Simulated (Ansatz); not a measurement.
Single-point calculation, with input and output: PtTe$_{2}$ (part 2 of 2)

Continued. System: PtTe$_{2}$ (P-3m1, 6 atoms in the cell). Method: DFT LDA+U+J, scalar-relativistic, plane waves, PAW, U = 4 eV, J = 0.5 eV on Pt atom 3 d; U = 4 eV, J = 0.5 eV on Pt atom 6 d, spin-polarised (Ansatz 0.2.0); cutoff 420 eV, 6×6×2 k-mesh, Gaussian smearing of 0.05 eV, collinear spins. The structure derives from an entry of the Crystallography Open Database. It belongs to a series of runs on one base structure; here: ferromagnetic start, free, natural orbitals of the symmetric run filled by rank.

Geometry of the input (Å; fractional positions):
```
4.0180  0.0000  0.0000
-2.0090  3.4797  0.0000
0.0000  0.0000  10.4240
Te 0.3333  0.6667  0.1250
Te 0.6667  0.3333  0.3750
Pt 0.0000  0.0000  0.0000
Te 0.3333  0.6667  0.6250
Te 0.6667  0.3333  0.8750
Pt 0.0000  0.0000  0.5000
```

```
SCF converged after 22 iterations
Magnetization: 0.0000 μB (50.0000 up, 50.0000 down)
Absolute magnetization: 0.0000 μB (∫|ρ↑−ρ↓|, with the PAW one-centre terms)
Spin contamination: 0.0000 ħ² per cell (⟨S²⟩ above its minimum at these occupations)
Per-site moments (μB) at R_I (Å): [(7.522419955677172e-8, 1.0975328539957738), (7.522419961485647e-8, 1.0975328539957738), (1.1961656120604136e-6, 1.0975328539957736), (7.522419962901993e-8, 1.0975328539957738), (7.522419958672259e-8, 1.0975328539957736), (1.1961656121229725e-6, 1.0975328539957738)]
Free energy (F): -51798.356378 eV
Harris-Foulkes:  -51798.356378 eV  (|F-HF|=2.18e-10)
Internal energy: -51798.353654 eV  (E = F + TS)
E sigma→0 (E₀):  -51798.355016 eV
Entropy (-TS):   -0.002724 eV (-0.454 meV/atom)
Fermi energy:    13.561082 eV
--- Per-component energies (eV) ---
  E_band       = -1431.375471
  E_kinetic    = 2016.899839
  E_local      = -9175.869651  (includes V_loc(G=0)·N_el)
  E_nonlocal   = -804.401013
  E_hartree    = 4857.208535
  E_xc         = -1021.438503
  E_vxc        = -1031.846410  (∫ρ·V_xc dr)
  E_hubbard    = 2.707919  (on-site DFT+U / exact-exchange correction)
  E_vhub       = -26.305185  (the Hubbard potential's part of the band-sum identity)
  E_paw        = -36398.265456  (= ΣΔE_a)
  E_vpaw       = -2124.270632  (= ΣTr[D̂ρ^β])
  E_aug_tail   = -0.000357  (compensation charges beyond the density's cutoff)
  E_ewald      = -11278.837349
  E_core_change = 3.642384  (= ΣΔE_core)
  E_smearing   = -0.002724  (= −TS)
  E_closure    = 0.000000  (closes the sum)
  Σ components = -51798.356378   (vs F -51798.356378, Δ=0.00e0)
--- DFT+U+J on-site energies (Liechtenstein; fll double counting; per corrected site; eV) ---
  site 2 (l=d): U=4.0000  J=0.5000  Tr N=9.0631  E_int=139.507236  E_dc=138.153276  E_U=1.353959
  site 5 (l=d): U=4.0000  J=0.5000  Tr N=9.0631  E_int=139.507236  E_dc=138.153276  E_U=1.353959
--- Specified on-site occupations, and those of the state reported ---
  electrons in the specified blocks: 11.8000 specified, 18.1263 found
  site 5 (l=d) ↓: largest change of an orbital's occupation 0.9579; electrons 1.0500 specified, 4.5316 found; spectral distance 1.7459
  site 2 (l=d) ↓: largest change of an orbital's occupation 0.9579; electrons 1.0500 specified, 4.5316 found; spectral distance 1.7459
  site 2 (l=d) ↑: largest change of an orbital's occupation 0.1702; electrons 4.8500 specified, 4.5316 found; spectral distance 0.2411
  site 5 (l=d) ↑: largest change of an orbital's occupation 0.1702; electrons 4.8500 specified, 4.5316 found; spectral distance 0.2411
--- Forces (eV/Å), atoms counted from 1 ---
  atom   1  Te     0.00000000    -0.00000021     0.61868767
  atom   2  Te    -0.00000000     0.00000021    -0.61868767
  atom   3  Pt     0.00000000    -0.00000000     0.00000000
  atom   4  Te     0.00000000    -0.00000021     0.61868767
  atom   5  Te    -0.00000000     0.00000021    -0.61868767
  atom   6  Pt    -0.00000000    -0.00000000     0.00000000
  max |Σ_I F_I| component: 1.11e-16 eV/Å
--- Stress (GPa, compression-positive) ---
        1.399131      -0.000000      -0.000000
       -0.000000       1.399131       0.000001
       -0.000000       0.000001       0.763550
  P = ⅓ Tr σ = 1.1873 GPa (11.873 kbar)
--- Band table (eV; the first three rows and the last of 52) ---
  k-point 0 ↑: bands = ["-85.1275", "-85.1275", "-39.3491", "-39.3491", "-39.3490", "-39.3490", "-39.2221", "-39.2221", "-23.9494", "-23.9494", "-23.9398", "-23.9398", "-23.9388", "-23.9388", "-23.9351", "-23.9340", "-23.9328", "-23.9318", "-23.9300", "-23.9300", "-23.9291", "-23.9291", "-23.9279", "-23.9279", "-23.9207", "-23.9207", "-23.9185", "-23.9185", "-0.6870", "0.0145", "1.1598", "2.7662", "6.3299", "6.9948", "6.9948", "7.0639", "7.0639", "7.9301", "8.5140", "8.5140", "8.5591", "8.5591", "10.1989", "11.2573", "12.0093", "12.4586", "12.4586", "13.0537", "13.0537", "14.6137", "14.6137", "14.9138", "15.7461", "15.7461", "16.3365", "17.7162", "17.8975", "18.7425", "18.7425", "19.4485", "19.5637", "19.5637", "20.5134", "20.7690", "21.5322"]
  k-point 1 ↑: bands = ["-85.1275", "-85.1275", "-39.3491", "-39.3491", "-39.3491", "-39.3491", "-39.2221", "-39.2221", "-23.9465", "-23.9465", "-23.9465", "-23.9465", "-23.9346", "-23.9346", "-23.9322", "-23.9322", "-23.9322", "-23.9322", "-23.9322", "-23.9322", "-23.9290", "-23.9290", "-23.9290", "-23.9290", "-23.9195", "-23.9195", "-23.9195", "-23.9195", "-0.4281", "-0.4281", "1.9831", "1.9831", "7.0289", "7.0289", "7.0289", "7.0289", "7.1879", "7.1879", "8.5362", "8.5362", "8.5362", "8.5362", "10.4537", "10.4537", "12.7122", "12.7122", "12.7122", "12.7122", "13.6244", "13.6244", "15.1759", "15.1759", "15.1759", "15.1759", "16.8083", "16.8083", "18.7634", "18.7634", "19.2121", "19.2121", "19.2121", "19.2121", "21.8605", "21.8605", "22.1139"]
  k-point 2 ↑: bands = ["-85.1274", "-85.1274", "-39.3499", "-39.3499", "-39.3493", "-39.3493", "-39.2220", "-39.2220", "-23.9488", "-23.9468", "-23.9425", "-23.9412", "-23.9391", "-23.9369", "-23.9363", "-23.9332", "-23.9329", "-23.9308", "-23.9291", "-23.9288", "-23.9286", "-23.9283", "-23.9277", "-23.9268", "-23.9212", "-23.9198", "-23.9193", "-23.9185", "-0.3812", "0.3121", "1.2169", "2.5306", "6.6404", "6.8272", "7.2024", "7.2192", "7.2556", "7.9833", "8.3548", "8.3774", "8.4522", "8.4974", "9.9273", "10.3401", "11.4620", "11.9324", "12.2330", "12.3871", "13.0974", "13.3718", "14.1995", "14.8066", "15.0983", "15.1452", "17.2877", "17.5226", "18.5646", "19.1242", "19.6116", "20.1441", "20.2039", "20.2047", "20.6275", "21.0461", "21.8908"]
  k-point 25 ↓: bands = ["-85.1274", "-85.1274", "-39.3522", "-39.3522", "-39.3505", "-39.3505", "-39.2218", "-39.2218", "-23.9478", "-23.9470", "-23.9431", "-23.9411", "-23.9400", "-23.9391", "-23.9339", "-23.9318", "-23.9313", "-23.9306", "-23.9290", "-23.9285", "-23.9256", "-23.9253", "-23.9232", "-23.9229", "-23.9225", "-23.9211", "-23.9186", "-23.9180", "1.0826", "1.2372", "1.5668", "1.7794", "6.4611", "6.6584", "7.2208", "7.3589", "7.8643", "8.0481", "8.0741", "8.3449", "8.8291", "8.8400", "8.9505", "9.0307", "9.5488", "10.0403", "10.4883", "10.7799", "11.6949", "12.2764", "13.7357", "13.9685", "14.9853", "15.4749", "17.6823", "17.9015", "19.0352", "19.1035", "20.1582", "20.2156", "21.2308", "21.4948", "22.1399", "22.2540", "23.0947"]
Occupation matrices written to [file]
--- Löwdin populations: 6 sites ---
  site symbol       q [e]    m [muB]
     0     Te     15.9352     0.0000
     1     Te     15.9352     0.0000
     2     Pt     17.8787     0.0000
     3     Te     15.9352     0.0000
     4     Te     15.9352     0.0000
     5     Pt     17.8787     0.0000
  spilling = 0.005017 (of n_electrons = 100.000000)
--- Occupation matrices: 2 shells (run DFT+U table (all-electron-ortho-atomic); ε = 2.21e-4) ---
  Pt2 d_5D: site group D3d (-3m)
  Pt2 d_5D up     Tr n = 4.5316  λ = 0.800 0.800 0.976 0.978 0.978  [2× xz 0.30 Eg(1.00) | z2 1.00 A1g(1.00) | 2× xy 0.30 Eg(1.00)]
  Pt2 d_5D dn     Tr n = 4.5316  λ = 0.800 0.800 0.976 0.978 0.978  [2× yz 0.30 Eg(1.00) | z2 1.00 A1g(1.00) | 2× x2-y2 0.30 Eg(1.00)]
  specified occupation → Pt2 d_5D up: matrix, ‖Δ‖_F = 0.2411, Tr Δ = +0.3184, displaced = 0.1812, d_λ = 0.2411; orbital distance = 0.0000
  specified occupation → Pt2 d_5D dn: matrix, ‖Δ‖_F = 1.7459, Tr Δ = -3.4816, displaced = 1.7408, d_λ = 1.7459; orbital distance = 0.7071
  Pt5 d_5D: site group D3d (-3m)
  Pt5 d_5D up     Tr n = 4.5316  λ = 0.800 0.800 0.976 0.978 0.978  [2× xz 0.30 Eg(1.00) | z2 1.00 A1g(1.00) | 2× xy 0.30 Eg(1.00)]
  Pt5 d_5D dn     Tr n = 4.5316  λ = 0.800 0.800 0.976 0.978 0.978  [2× yz 0.30 Eg(1.00) | z2 1.00 A1g(1.00) | 2× x2-y2 0.30 Eg(1.00)]
  specified occupation → Pt5 d_5D up: matrix, ‖Δ‖_F = 0.2411, Tr Δ = +0.3184, displaced = 0.1812, d_λ = 0.2411; orbital distance = 0.0000
  specified occupation → Pt5 d_5D dn: matrix, ‖Δ‖_F = 1.7459, Tr Δ = -3.4816, displaced = 1.7408, d_λ = 1.7459; orbital distance = 0.7071
  Tr n, λ and their labels are of the run-group-symmetrised matrices; stabiliser: 48 of 48 elements of G0×{1,Θ} (closed), max defect 1.1e-6 at τ = 4.7e-5
```

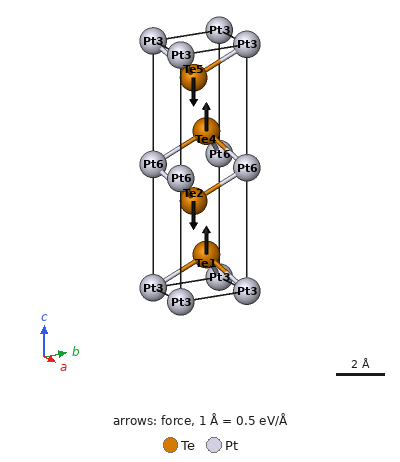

Figure 1. Forces on the atoms as black arrows (ball-and-stick view of the cell of the calculation, seen slightly off an axis; atoms are numbered from 1 in the order of the input). The largest act on all 4 Te atoms (0.62 eV/Å). The geometry is not a stationary point of this energy.

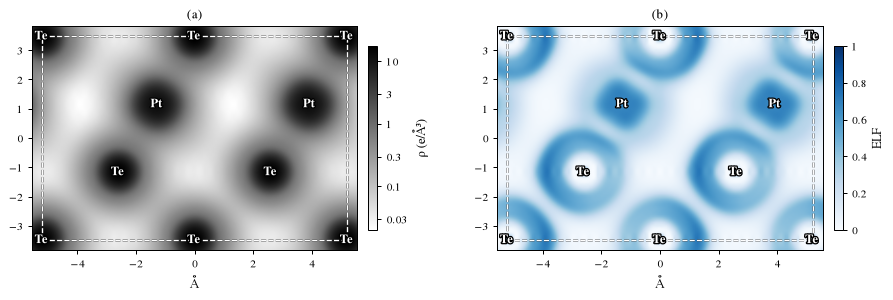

Figure 2. (a) valence pseudo-density; (b) electron localisation function on the (110) plane of the calculation cell. The plane passes through Te and Pt nuclei. Te–Pt (2.66 Å): the density is about 0.51 e/Å³ at the midpoint; the ELF is about 0.50 at the midpoint. Away from the nuclei the density in this plane falls to 0.02 e/Å³ at its lowest. The strong features right at Pt lie inside the PAW spheres (semicore, d or f shells) and say nothing about bonding. The fields are those of the smooth PAW valence density.

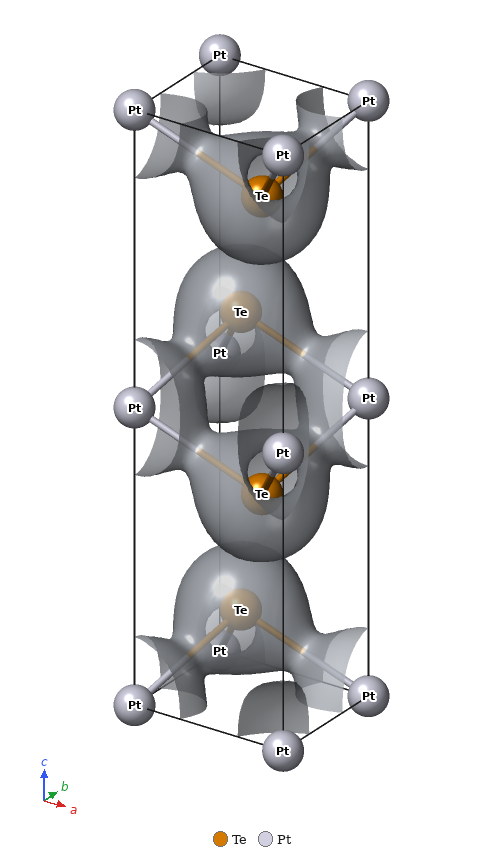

Figure 3. Isosurface of the valence pseudo-density at 0.4 e/Å³ (grey), seen slightly off an axis. Sticks mark near contacts. The outline is the calculation cell. At this value the density is joined into sheets; it holds about 85 % of the electrons treated as valence (semicore included). On the grid the lowest density along these lines, outside the cores, is 0.51 e/Å³ (Te–Pt, 2.66 Å).

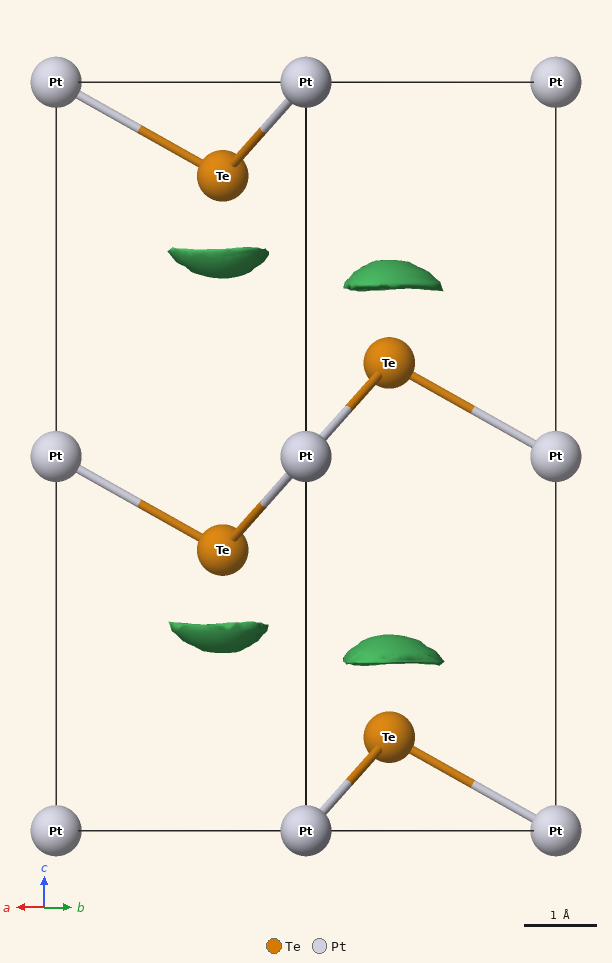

Figure 4. Isosurface of the ELF at 0.65 (green), seen along [110]. Core shells and regions of very low density are left out. Sticks mark near contacts. The outline is the calculation cell. Along the contacts the grid gives the following. Te–Pt (2.66 Å): the ELF is about 0.50 at the midpoint.
